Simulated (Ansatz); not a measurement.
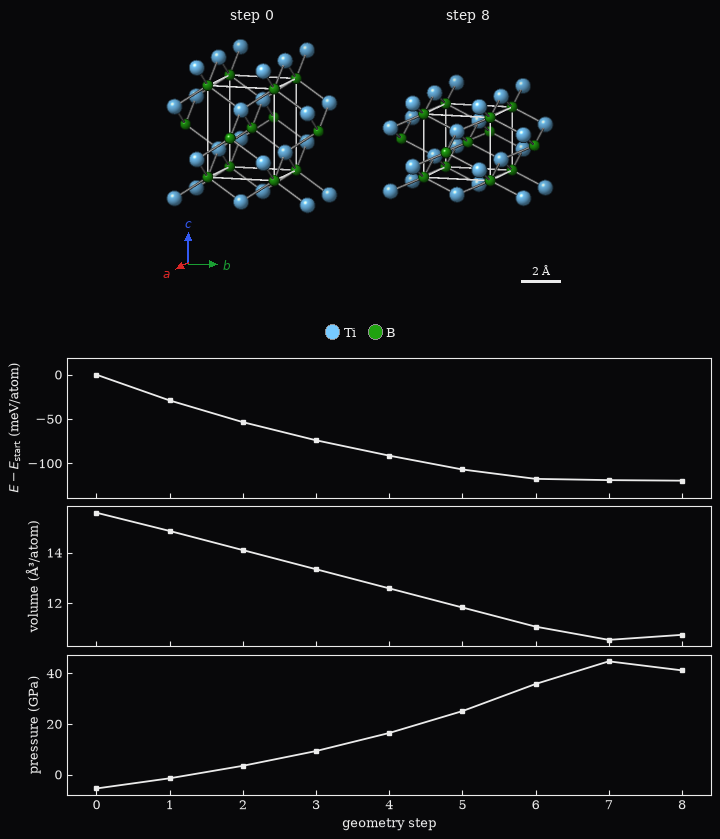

First and last geometry of a relaxation of crystalline TiB (set up in I-4m2), with the history of the run. A ball-and-stick model of the cell of the calculation, seen slightly off an axis.

Case: biaxial strain in the a-b plane of +4.0 %; c and atoms relaxed.

All numbers below come from DFT PBEsol, scalar-relativistic, plane waves, PAW in Ansatz. Settings: plane-wave cutoff 420 eV; k-point mesh 12 × 12 × 10; occupations gaussian; smearing width 0.1 eV; no spin polarisation; cell relaxed at fixed a, b, gamma; force threshold 0.008 eV/Å; at most 40 steps.

**Did the run converge, and what did it change?**

The run was cut off at its time limit before the relaxation converged, so the last structure is only a point on the way. The energy falls by 119 meV per atom in 8 geometry steps. All forces vanish by symmetry, so only the cell relaxes. Pressure: −5.49 GPa at the start and 41.20 GPa at the end. No atom moves by more than 0.005 Å relative to the cell. Cell: a = b unchanged at 3.608 Å, c 4.789 → 3.299 Å (−31.1 %). Volume −31.1 %. Among the contacts that change: Ti–Ti 3.499 → 3.038 Å, B–Ti 2.165 → 1.984 Å. Among the angles between lasting bonds that change: B–Ti–B 112.9° → 130.9°, Ti–B–Ti 112.9° → 130.9°, Ti–B–Ti 107.8° → 100.0°. The space group stays I-4m2 (No. 119).
